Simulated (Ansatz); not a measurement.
Ge₁₆N: molecular dynamics (part 3 of 3)

Continued. System: Ge₁₆N (defect cell, 17 atoms in the cell). Method: DFT PBE-D3(BJ), scalar-relativistic, plane waves, PAW, PAW set soft_1, no spin polarisation (Ansatz 0.2.0); cutoff 150 eV, 2×2×2 k-mesh, Fermi–Dirac smearing of 0.15 eV. One setting was made poor on purpose. It belongs to a series of runs on one base structure; here: dynamics from the last frame of the run before.

Geometry of the input (Å; fractional positions):
```
0.0000  5.6600  5.6600
5.6600  0.0000  5.6600
5.6600  5.6600  0.0000
Ge -0.0015  0.0315  0.0044
Ge 0.1798  0.1385  0.0826
Ge -0.0229  -0.0296  0.4152
Ge 0.0518  0.0214  0.6774
Ge 0.0284  0.5342  -0.0646
Ge 0.1529  0.6425  0.0795
Ge 0.0508  0.5138  0.4520
Ge 0.2067  0.6367  0.5624
Ge 0.5416  -0.0165  0.0321
Ge 0.6843  0.1472  0.0865
Ge 0.4818  0.0124  0.5016
Ge 0.6437  0.0798  0.6374
Ge 0.5005  0.5195  -0.0190
Ge 0.6695  0.6065  0.1244
Ge 0.5717  0.4409  0.5345
Ge 0.6639  0.6548  0.5936
N  0.2259  0.2025  0.5102
```

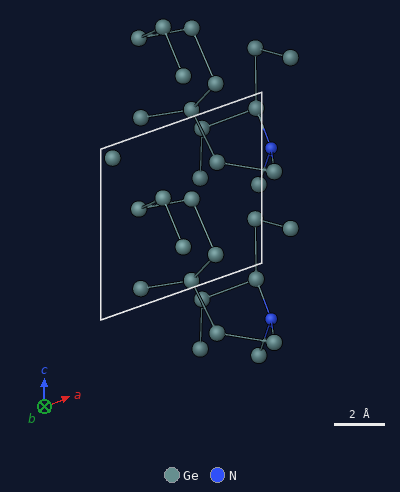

*The geometry at step 154 of the log (ball-and-stick view of the cell of the calculation, along the b axis).*

**Trajectory as extended XYZ, continued**
```
17
Lattice="0.0000 5.6600 5.6600 5.6600 0.0000 5.6600 5.6600 5.6600 0.0000" Properties=species:S:1:pos:R:3:forces:R:3 step=100 time_fs=150.0 energy=-68765.78295 temperature=1435.5
Ge    0.3596   -0.6580    0.2543   -0.2376   1.0952   0.9391
Ge    1.3264    1.7750    2.2687    0.3585  -0.4594   0.6281
Ge    1.5333    1.8386   -0.1824   -0.1674   0.1747  -0.6486
Ge    3.2322    3.9718    0.0589   -0.3110  -1.0007  -0.8229
Ge    3.0779   -0.2580    3.8357   -0.9041   0.4533  -0.2563
Ge    4.1080    1.7645    4.9639    3.2242  -2.1645  -1.7224
Ge    5.5236    2.6260    2.8178   -1.1392   0.3199   0.0846
Ge    6.3203    4.3207    4.2097   -0.4225   0.2689   0.4435
Ge   -0.2462    3.4507    2.8653    0.5728  -0.7588  -0.4043
Ge    1.8073    4.2613    3.8684    0.5274   0.1900  -0.8635
Ge    4.0062    5.4899    3.1890   -0.0117  -1.4019  -0.8628
Ge    4.2678    7.5368    4.1675   -0.1689   1.4976   0.5894
Ge    2.6027    3.1162    5.7261   -2.3581   1.5491   1.7446
Ge    3.9266    4.6331    7.2960   -0.2011   1.0066  -1.0718
Ge    5.5011    6.2006    5.8428   -0.1919  -0.5275   1.0773
Ge    7.2034    7.1151    7.4645    0.5745  -0.5619   0.0578
N     3.9029    4.1662    1.6929    0.8562   0.3195   1.0880
17
Lattice="0.0000 5.6600 5.6600 5.6600 0.0000 5.6600 5.6600 5.6600 0.0000" Properties=species:S:1:pos:R:3:forces:R:3 step=108 time_fs=162.0 energy=-68766.02256 temperature=1551.3
Ge    0.3517   -0.7092    0.3002    0.1382   0.5428   0.9221
Ge    1.3473    1.8208    2.2624    0.3338  -0.4108   1.0960
Ge    1.4966    1.7893   -0.2136   -0.3746  -0.1117  -0.5236
Ge    3.2148    3.8466    0.0907   -0.9349  -0.2657  -0.3062
Ge    3.1172   -0.2425    3.8396   -1.4690   0.6209  -0.3609
Ge    4.1998    1.7826    4.9866    1.1684  -0.3342  -0.9441
Ge    5.5169    2.6173    2.7267   -1.4731   0.7370   0.6121
Ge    6.2271    4.3471    4.2006    0.7413  -0.0895   0.1111
Ge   -0.2593    3.4604    2.8586    0.5582  -0.6112  -0.6740
Ge    1.8309    4.2745    3.8273    0.5088   0.0067  -0.7463
Ge    4.0724    5.4625    3.1892   -0.7340  -0.2290  -0.6327
Ge    4.2345    7.6261    4.1878    0.2533   0.0738   0.1575
Ge    2.4829    3.1006    5.7857    0.1488   0.4165  -0.1078
Ge    3.8655    4.6128    7.3125    0.5022   1.5099  -1.3364
Ge    5.5726    6.2049    5.8197   -1.0216  -0.9400   1.3805
Ge    7.2746    7.1567    7.4838    0.7268  -0.7652   0.3333
N     3.9271    4.3409    1.6324    0.9274  -0.1503   1.0195
17
Lattice="0.0000 5.6600 5.6600 5.6600 0.0000 5.6600 5.6600 5.6600 0.0000" Properties=species:S:1:pos:R:3:forces:R:3 step=115 time_fs=172.5 energy=-68766.02451 temperature=1552.8
Ge    0.3463   -0.7441    0.3543    0.1858   0.7403   0.4140
Ge    1.3709    1.8548    2.2734    0.3528  -0.1073   1.1145
Ge    1.4580    1.7444   -0.2495   -1.1206  -0.5084  -0.6204
Ge    3.1858    3.7323    0.1135   -1.0089   0.3921   1.2481
Ge    3.1296   -0.2195    3.8376   -1.2958   0.7311  -0.3505
Ge    4.3032    1.7898    4.9901    1.4872  -0.1575  -0.8914
Ge    5.4891    2.6200    2.6558   -1.0571   0.2460   0.8017
Ge    6.1556    4.3696    4.1949    1.2798  -0.0310   0.1713
Ge   -0.2622    3.4596    2.8422    0.3180  -0.2513  -0.9915
Ge    1.8592    4.2864    3.7797    0.1598  -0.0359  -0.5501
Ge    4.1201    5.4336    3.1799   -0.9348   0.4404  -0.0970
Ge    4.2088    7.7075    4.2092    0.5703  -0.3391   0.4534
Ge    2.3756    3.0954    5.8399    0.3711  -0.0664   0.1320
Ge    3.8193    4.6177    7.3067    1.0996   1.3938  -1.1129
Ge    5.6204    6.1950    5.8203   -1.0712  -0.6195   1.0176
Ge    7.3477    7.1816    7.5055    0.4254  -0.5409   0.3255
N     4.0210    4.4780    1.6548    0.2386  -1.2861  -1.0643
17
Lattice="0.0000 5.6600 5.6600 5.6600 0.0000 5.6600 5.6600 5.6600 0.0000" Properties=species:S:1:pos:R:3:forces:R:3 step=123 time_fs=184.5 energy=-68766.32866 temperature=1699.3
Ge    0.3426   -0.7699    0.4233   -0.3422   1.2674   0.0776
Ge    1.4041    1.8915    2.3050    0.2929   0.0131   0.6418
Ge    1.3957    1.6836   -0.3011   -0.5776  -0.9301  -0.4239
Ge    3.1354    3.6092    0.1585   -0.6026   1.0886   0.6063
Ge    3.1214   -0.1816    3.8307   -0.7130   0.0507   0.4217
Ge    4.4443    1.7955    4.9790   -0.3252   0.0447  -0.3485
Ge    5.4391    2.6268    2.5885   -0.4260  -0.4534   0.5945
Ge    6.0961    4.3955    4.1913    1.2783   0.3820   0.2331
Ge   -0.2605    3.4542    2.8064   -0.1948   0.0537  -0.8561
Ge    1.8943    4.2994    3.7149   -0.0440   0.0043  -0.6425
Ge    4.1588    5.4083    3.1676   -0.6259   0.7659   0.0693
Ge    4.1890    7.7947    4.2422    0.4422  -0.5597   0.7645
Ge    2.2603    3.0876    5.9042    0.8484  -0.6516   0.2000
Ge    3.7863    4.6481    7.2801    1.4577   1.1306  -0.9418
Ge    5.6563    6.1733    5.8390   -0.8368  -0.0447   0.5940
Ge    7.4383    7.1993    7.5365   -0.0006  -0.9907   0.5326
N     4.1558    4.5230    1.5894    0.3691  -1.1708  -1.5225
17
Lattice="0.0000 5.6600 5.6600 5.6600 0.0000 5.6600 5.6600 5.6600 0.0000" Properties=species:S:1:pos:R:3:forces:R:3 step=131 time_fs=196.5 energy=-68766.50832 temperature=1786.1
Ge    0.3322   -0.7728    0.4949   -0.5679   1.1677   0.0788
Ge    1.4428    1.9276    2.3482    0.2418  -0.3725  -0.2270
Ge    1.3211    1.6056   -0.3609   -0.4764  -0.8966  -0.2213
Ge    3.0738    3.5064    0.2157   -0.0336   1.5161   0.1153
Ge    3.0995   -0.1417    3.8308   -0.2319  -0.1222   0.6813
Ge    4.5814    1.8012    4.9613   -1.3120  -0.1028   0.3348
Ge    5.3796    2.6255    2.5329   -0.5947  -0.8116   0.5183
Ge    6.0614    4.4283    4.1927    1.4943   0.6264   0.5513
Ge   -0.2627    3.4494    2.7550   -0.8172   0.1141  -0.2781
Ge    1.9291    4.3125    3.6386    0.0526   0.0216  -0.2677
Ge    4.1852    5.3977    3.1551   -0.4364   1.0031  -0.5694
Ge    4.1778    7.8705    4.2884    0.4122  -1.1530   0.2202
Ge    2.1602    3.0701    5.9703    1.0470   0.1382  -0.9362
Ge    3.7804    4.6998    7.2352    1.3399   0.6466  -0.8492
Ge    5.6762    6.1503    5.8691   -0.5950   0.3378   0.2434
Ge    7.5300    7.1971    7.5780    0.1561  -1.9371   0.8701
N     4.3296    4.4594    1.3849    0.3213  -0.1757  -0.2647
17
Lattice="0.0000 5.6600 5.6600 5.6600 0.0000 5.6600 5.6600 5.6600 0.0000" Properties=species:S:1:pos:R:3:forces:R:3 step=138 time_fs=207.0 energy=-68766.18467 temperature=1629.7
Ge    0.3179   -0.7564    0.5569    2.3501   1.4913  -1.4010
Ge    1.4809    1.9538    2.3836    0.4776  -0.5905  -0.5932
Ge    1.2498    1.5238   -0.4172    0.5209  -0.4521  -0.4550
Ge    3.0182    3.4393    0.2685   -0.1778   1.1244   0.3363
Ge    3.0760   -0.1081    3.8409   -0.0881   0.2290   0.3601
Ge    4.6810    1.8049    4.9502   -1.8228  -0.1770   0.4707
Ge    5.3185    2.6119    2.4924   -0.5908  -1.0196   0.5426
Ge    6.0545    4.4664    4.2021    1.7932   0.4970   0.5786
Ge   -0.2766    3.4467    2.7048   -1.0241  -0.0425  -0.0483
Ge    1.9602    4.3244    3.5683   -0.0205   0.1233   0.9062
Ge    4.2012    5.4045    3.1375   -0.4058   1.5693   0.1529
Ge    4.1746    7.9194    4.3326    0.4918  -1.5001  -0.3341
Ge    2.0890    3.0561    6.0147    0.9434   0.9308  -1.6047
Ge    3.7956    4.7550    7.1832    0.6078  -0.1766  -0.3323
Ge    5.6841    6.1353    5.8993   -0.3326   0.6430  -0.2859
Ge    7.6123    7.1667    7.6271    0.1459  -1.6914   0.6670
N     4.4890    4.3751    1.1798   -2.8683  -0.9582   1.0401
17
Lattice="0.0000 5.6600 5.6600 5.6600 0.0000 5.6600 5.6600 5.6600 0.0000" Properties=species:S:1:pos:R:3:forces:R:3 step=146 time_fs=219.0 energy=-68765.96716 temperature=1524.2
Ge    0.3370   -0.7130    0.6069    0.7062   0.2579  -0.4883
Ge    1.5331    1.9736    2.4143    0.6654  -0.5944  -0.3893
Ge    1.1847    1.4219   -0.4899    4.1826  -0.3561  -0.7153
Ge    2.9495    3.3812    0.3348   -1.5537  -0.0105   0.2681
Ge    3.0473   -0.0657    3.8583   -0.1149   0.4715  -0.2235
Ge    4.7554    1.8077    4.9455   -4.9666   0.5452   0.3951
Ge    5.2402    2.5788    2.4560    0.4390  -0.7644   0.5902
Ge    6.0780    4.5180    4.2216    1.6241  -0.0350  -0.1454
Ge   -0.3102    3.4428    2.6463   -0.7779  -0.2182  -0.0874
Ge    1.9948    4.3401    3.5040   -0.3345   0.0877   1.5609
Ge    4.2123    5.4396    3.1186   -0.3645   1.6131  -0.1110
Ge    4.1798    7.9493    4.3783    0.5143  -1.3314  -0.1716
Ge    2.0254    3.0545    6.0386    1.2092   0.4067  -1.1087
Ge    3.8229    4.8148    7.1187   -0.3718  -0.7537   0.4727
Ge    5.6873    6.1299    5.9286   -0.1741   0.9536  -0.6439
Ge    7.7083    7.1043    7.6942   -0.1124  -0.3217   0.0575
N     4.4439    4.2000    1.0261   -0.5705   0.0497   0.7398
17
Lattice="0.0000 5.6600 5.6600 5.6600 0.0000 5.6600 5.6600 5.6600 0.0000" Properties=species:S:1:pos:R:3:forces:R:3 step=154 time_fs=231.0 energy=-68766.06547 temperature=1572.7
Ge    0.3750   -0.6619    0.6453   -0.5905  -0.5218   0.1779
Ge    1.5976    1.9814    2.4376    0.5733  -0.9768  -0.0874
Ge    1.1915    1.3129   -0.5756    3.3695  -0.3483  -0.5585
Ge    2.8491    3.3230    0.4042   -3.1553  -0.5575  -0.6392
Ge    3.0164   -0.0150    3.8716   -0.1766   0.2154  -0.6627
Ge    4.7424    1.8199    4.9489   -3.9158   0.7524   0.5577
Ge    5.1692    2.5315    2.4303    0.9031  -0.2270   0.2553
Ge    6.1324    4.5694    4.2394    1.2909  -0.3153  -0.3315
Ge   -0.3582    3.4353    2.5864   -0.3017   0.0080   0.0772
Ge    2.0229    4.3571    3.4679   -0.7270  -0.1259   1.2022
Ge    4.2165    5.5048    3.0972   -0.2009   1.0227  -0.6730
Ge    4.1948    7.9535    4.4208    0.5707  -1.1678   0.1635
Ge    1.9842    3.0615    6.0408    1.0697   0.2214  -0.7877
Ge    3.8440    4.8614    7.0622   -0.8724  -0.5737   0.6613
Ge    5.6867    6.1425    5.9464   -0.2981   1.1187  -0.4923
Ge    7.8031    7.0336    7.7633   -0.0307   0.0117  -0.0774
N     4.3324    4.0277    0.9640    2.4918   1.4638   1.2146
17
Lattice="0.0000 5.6600 5.6600 5.6600 0.0000 5.6600 5.6600 5.6600 0.0000" Properties=species:S:1:pos:R:3:forces:R:3 step=162 time_fs=243.0 energy=-68766.76113 temperature=1908.5
Ge    0.4030   -0.6197    0.6861   -0.6610  -0.3715   0.1992
Ge    1.6729    1.9703    2.4593    0.3845  -1.3289   0.1226
Ge    1.2589    1.1983   -0.6719    0.6882   0.0994  -0.4235
Ge    2.6986    3.2596    0.4635   -0.3147   1.2471  -0.6104
Ge    2.9830    0.0392    3.8733    0.3194  -0.4329  -0.4776
Ge    4.6587    1.8453    4.9622   -0.7917   0.3747   0.3362
Ge    5.1134    2.4795    2.4085    0.1882   0.1062  -0.6369
Ge    6.2114    4.6149    4.2522    0.8637  -0.4728   0.2746
Ge   -0.4124    3.4282    2.5282    0.0523   0.3568   0.3230
Ge    2.0374    4.3722    3.4548   -0.9616  -0.0520   0.8732
Ge    4.2179    5.5883    3.0639    0.4741  -0.1408  -0.7077
Ge    4.2207    7.9359    4.4664    0.6259  -0.7445   0.4214
Ge    1.9631    3.0739    6.0273    0.7345   0.6568  -0.8015
Ge    3.8488    4.8973    7.0175   -1.0742  -0.2763   0.3954
Ge    5.6806    6.1759    5.9550   -0.2581   0.9306  -0.1572
Ge    7.8956    6.9624    7.8317   -0.6751  -0.2383   0.3215
N     4.4140    3.9738    1.0081    0.4056   0.2864   0.5477
17
Lattice="0.0000 5.6600 5.6600 5.6600 0.0000 5.6600 5.6600 5.6600 0.0000" Properties=species:S:1:pos:R:3:forces:R:3 step=169 time_fs=253.5 energy=-68767.08080 temperature=2063.3
Ge    0.4176   -0.5884    0.7251   -0.4254   0.0203   0.3081
Ge    1.7445    1.9414    2.4792   -0.1368  -0.4763  -0.4023
Ge    1.3343    1.0982   -0.7638    1.0506  -0.2215  -0.9345
Ge    2.5565    3.2199    0.5060   -0.2013   0.9613  -0.4914
Ge    2.9587    0.0805    3.8671    0.9433  -0.7126  -0.3383
Ge    4.5673    1.8745    4.9795   -0.6584   0.5323   0.2074
Ge    5.0685    2.4353    2.3807   -0.1035   0.2429  -0.8227
Ge    6.2941    4.6471    4.2669    0.2738  -0.8983   0.5205
Ge   -0.4588    3.4268    2.4818    0.5572   0.2098   0.2770
Ge    2.0353    4.3847    3.4579   -0.9822   0.1397   1.0589
Ge    4.2253    5.6608    3.0235    0.5587  -0.5581  -0.8575
Ge    4.2529    7.9088    4.5123    0.3914  -0.0130   0.2908
Ge    1.9568    3.0938    6.0036    0.7568   0.4005  -0.2747
Ge    3.8363    4.9239    6.9851   -1.2101  -0.1581   0.3387
Ge    5.6715    6.2197    5.9599    0.0253   0.5305   0.1237
Ge    7.9674    6.8968    7.8962   -0.6876  -0.0520   0.4847
N     4.5359    3.9598    1.0973   -0.1520   0.0524   0.5116
17
Lattice="0.0000 5.6600 5.6600 5.6600 0.0000 5.6600 5.6600 5.6600 0.0000" Properties=species:S:1:pos:R:3:forces:R:3 step=177 time_fs=265.5 energy=-68766.98366 temperature=2015.8
Ge    0.4263   -0.5521    0.7759   -0.5168   0.2767   0.7987
Ge    1.8229    1.9005    2.4947   -0.9088   0.3770  -0.7564
Ge    1.4341    0.9836   -0.8830   -0.6068   1.2778   0.0159
Ge    2.3911    3.1904    0.5453    0.0449   0.0389  -0.5621
Ge    2.9471    0.1158    3.8532    0.9986  -0.4917  -0.6311
Ge    4.4550    1.9161    5.0033    0.7375   0.2498   0.3088
Ge    5.0167    2.3890    2.3360    0.2633   0.2227  -0.0696
Ge    6.3930    4.6675    4.2924   -0.3059  -1.3206   0.4236
Ge   -0.5014    3.4281    2.4335    1.1456  -0.3237   0.1046
Ge    2.0164    4.3989    3.4795   -0.3909  -1.0527   0.6958
Ge    4.2458    5.7326    2.9636    1.7199  -1.3864  -0.0285
Ge    4.2956    7.8787    4.5706   -0.2784   0.9423   0.4858
Ge    1.9643    3.1222    5.9720    1.3562  -0.5427   0.1383
Ge    3.8001    4.9515    6.9548   -1.4204  -0.0538   0.6413
Ge    5.6619    6.2790    5.9674    0.3963   0.1518   0.1030
Ge    8.0358    6.8244    7.9739   -1.4246   1.6893  -1.6356
N     4.6575    3.9487    1.2417   -0.8096  -0.0546  -0.0323
17
Lattice="0.0000 5.6600 5.6600 5.6600 0.0000 5.6600 5.6600 5.6600 0.0000" Properties=species:S:1:pos:R:3:forces:R:3 step=185 time_fs=277.5 energy=-68766.38074 temperature=1725.2
Ge    0.4246   -0.5113    0.8421   -0.7484   0.1253   1.1837
Ge    1.8852    1.8649    2.4966   -0.9222   0.1976  -0.5207
Ge    1.5280    0.8906   -1.0037   -0.0772   1.6828   0.3774
Ge    2.2262    3.1628    0.5737    0.5437  -0.2153  -0.7293
Ge    2.9539    0.1417    3.8270    0.5847  -0.2374  -1.0171
Ge    4.3521    1.9640    5.0334    0.4612   0.4807   0.5095
Ge    4.9690    2.3466    2.2896    0.2031   0.0038   0.5807
Ge    6.4871    4.6635    4.3263   -0.3329  -1.1976   0.4015
Ge   -0.5232    3.4234    2.3877    0.9773  -0.8066   0.2065
Ge    1.9899    4.3949    3.5142    0.1686  -1.3114   0.1239
Ge    4.2987    5.7786    2.9032    2.4448  -1.7348   0.9337
Ge    4.3340    7.8652    4.6378   -0.3876   1.0797   0.4800
Ge    1.9970    3.1413    5.9417    1.4704  -0.8540  -0.1189
Ge    3.7370    4.9785    6.9366   -1.4845   0.2484   0.8037
Ge    5.6594    6.3416    5.9762    0.4720  -0.0302  -0.2579
Ge    8.0763    6.7824    8.0236   -2.4628   2.4930  -2.2093
N     4.7066    3.9352    1.3823   -0.9102   0.0760  -0.7474
17
Lattice="0.0000 5.6600 5.6600 5.6600 0.0000 5.6600 5.6600 5.6600 0.0000" Properties=species:S:1:pos:R:3:forces:R:3 step=192 time_fs=288.0 energy=-68766.29085 temperature=1680.8
Ge    0.4131   -0.4738    0.9164    0.1537  -0.2464   0.0178
Ge    1.9255    1.8373    2.4902   -0.6476   0.1351  -0.1068
Ge    1.6067    0.8349   -1.1028   -0.4077   1.2045   0.8653
Ge    2.0905    3.1355    0.5874    0.9516  -0.2405  -0.7054
Ge    2.9693    0.1602    3.7890    0.2536  -0.2491  -0.8085
Ge    4.2720    2.0122    5.0671    1.5299  -0.0560   0.4149
Ge    4.9303    2.3099    2.2575   -0.0540  -0.0681   0.9140
Ge    6.5640    4.6415    4.3618   -0.5233  -0.7596   0.0685
Ge   -0.5274    3.4070    2.3511    0.4027  -1.0740   0.6402
Ge    1.9685    4.3717    3.5468    0.2150  -0.7107  -0.4667
Ge    4.3801    5.7935    2.8643    0.7435  -0.6102   1.5350
Ge    4.3618    7.8699    4.7032   -0.2732   0.8235  -0.3477
Ge    2.0471    3.1456    5.9143    0.3448  -0.4993   0.2066
Ge    3.6591    5.0060    6.9326   -0.9778   0.7446   0.4373
Ge    5.6644    6.3958    5.9805    0.3652  -0.3368  -0.2748
Ge    8.0760    6.7828    8.0338   -1.5004   1.7742  -1.4256
N     4.6769    3.9285    1.4490   -0.5761   0.1688  -0.9642
17
Lattice="0.0000 5.6600 5.6600 5.6600 0.0000 5.6600 5.6600 5.6600 0.0000" Properties=species:S:1:pos:R:3:forces:R:3 step=200 time_fs=300.0 energy=-68765.74429 temperature=1417.3
Ge    0.4022   -0.4357    1.0008    0.4361  -0.6600  -1.0854
Ge    1.9599    1.8093    2.4810   -0.4858   0.6478   0.1621
Ge    1.6890    0.7927   -1.1977   -0.8517   0.7679   2.5088
Ge    1.9516    3.1001    0.5914    0.7852  -0.1714  -0.2653
Ge    2.9918    0.1765    3.7331    0.2136  -0.4227   0.3830
Ge    4.2059    2.0665    5.1131    1.3587  -0.3655   0.3253
Ge    4.8855    2.2676    2.2371   -0.0543   0.3705   1.0925
Ge    6.6418    4.6031    4.4030   -0.9002  -0.3144  -0.4061
Ge   -0.5242    3.3693    2.3207    0.2974  -1.1125   0.8546
Ge    1.9473    4.3314    3.5752   -0.0709  -0.6765  -1.0348
Ge    4.4868    5.8003    2.8462   -0.0961   0.4023   1.3972
Ge    4.3884    7.8908    4.7708   -0.3033   1.0666  -1.3593
Ge    2.1102    3.1413    5.8871   -0.5386  -0.4107   0.6656
Ge    3.5540    5.0509    6.9343    0.0946   1.0997  -0.5205
Ge    5.6768    6.4502    5.9813    0.3658  -1.3022   0.1174
Ge    8.0506    6.8149    8.0177   -0.0975   1.2375  -1.9940
N     4.5914    3.9325    1.4384   -0.1530  -0.1565  -0.8412
```

**Summary**

```json
{"quantity": "outcome", "value": "finished"}
{"quantity": "mean temperature over the second half", "value": "1701 K"}
{"quantity": "trajectory", "value": "200 steps, 300 fs"}
{"quantity": "ensemble", "value": "nve"}
{"quantity": "temperature in the input", "value": "2100.0 K"}
{"quantity": "time step", "value": "1.5 fs"}
{"quantity": "electrons treated", "value": "229"}
{"quantity": "potential energy (free energy of the electrons) (last step)", "value": "−68765.7443 eV"}
{"quantity": "Fermi energy (last step)", "value": "8.123 eV"}
{"quantity": "largest force (length of the vector) (last step)", "value": "2.759 eV/Å"}
{"quantity": "hardware", "value": "2 threads of Arm Neoverse V1, 24 GiB of memory available, shared host"}
{"quantity": "wall time", "value": "8.7 min (CPU time 17 min)"}
{"quantity": "peak memory", "value": "0.59 GiB"}
```

**Notes**

Notes on the run: the cutoff is below the recommended one. A deliberately poor setting: low cutoff. The input asks for low accuracy. The cell holds an odd number of electrons but the run has no spin polarisation, so it comes out as a metal. So short a trajectory is not equilibrated.
